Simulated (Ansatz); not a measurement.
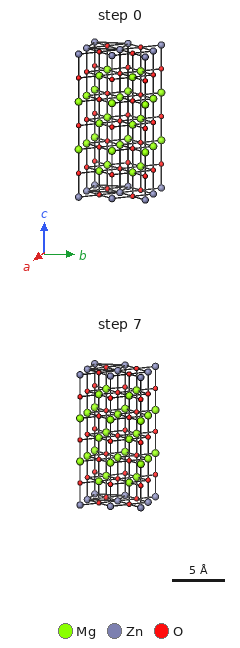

The structure of a crystal of Mg₅ZnO₆ (a generated structure, set up in P4/mmm) (coarse preliminary run) before (top) and after (bottom) a relaxation, at one scale.

The picture is a ball-and-stick view of the cell of the calculation, repeated 2 × 2 × 1 with one cell outlined, seen slightly off an axis.

Level of theory: DFT PBE, scalar-relativistic, plane waves, PAW in Ansatz 0.2.0.

Input
```yaml
crystal:
  lattice:
    - [3.31120411, 0.0, 0.0]
    - [0.0, 3.31120411, 0.0]
    - [0.0, 0.0, 14.04824929]
  atoms:
    - { symbol: Mg, position: [0.0, 0.0, 0.66666667] }
    - { symbol: Mg, position: [0.5, 0.5, 0.5] }
    - { symbol: Mg, position: [0.0, 0.0, 0.33333333] }
    - { symbol: Mg, position: [0.5, 0.5, 0.16666667] }
    - { symbol: Mg, position: [0.5, 0.5, 0.83333333] }
    - { symbol: Zn, position: [0.0, 0.0, 0.0] }
    - { symbol: O, position: [0.0, 0.0, 0.5] }
    - { symbol: O, position: [0.5, 0.5, 0.33333333] }
    - { symbol: O, position: [0.0, 0.0, 0.16666667] }
    - { symbol: O, position: [0.5, 0.5, 0.0] }
    - { symbol: O, position: [0.0, 0.0, 0.83333333] }
    - { symbol: O, position: [0.5, 0.5, 0.66666667] }
basis:
  ecutwfc: 420
kpoints:
  mp_grid: { grid: [6, 6, 2] }
hamiltonian:
  xc: pbe
scf:
  occupations: { method: gaussian, width: 0.1 }
  lower_state_search: "off"
output:
  forces: true
  stress: true
  eigenvalues: true
relax:
  adjacent_minimum: "off"
  f_tol: 0.04
  max_steps: 70
  cell: { stress_tol: 0.4 }
```

Command:
```bash
ansatz run input.yaml --threads 1 --pin off --max-ram 2560MiB --backend cpu --events-out ev --progress --plain --runs-dir out
```

### What changed between the two?

The largest moves relative to the cell, 0.032 Å, are those of O9 and O11. O9 goes along +c. Largest moves by element: O 0.032 Å, Mg 0.014 Å. Zn stays in place. The volume changes by −24.3 %, with a = b 3.311 → 3.019 Å (−8.8 %), c 14.048 → 12.799 Å (−8.9 %). Near-neighbour distances that change, for instance: Mg1–O11 2.341 → 2.116 Å, Zn6–O10 2.341 → 2.135 Å, Mg1–O12 2.341 → 2.135 Å, Mg4–O10 2.341 → 2.135 Å. The space group stays P4/mmm (No. 123). The energy falls by 3.513 eV per cell of the calculation in 5 accepted moves (7 points after the start). The largest force component goes from 0.25 to 0.011 eV/Å. Pressure: −23.67 GPa at the start and −0.02 GPa at the end. At 2 points the geometry stayed and the basis and grid were re-selected for the new cell (energy shift of 36.1 meV per cell of the calculation at most each time).
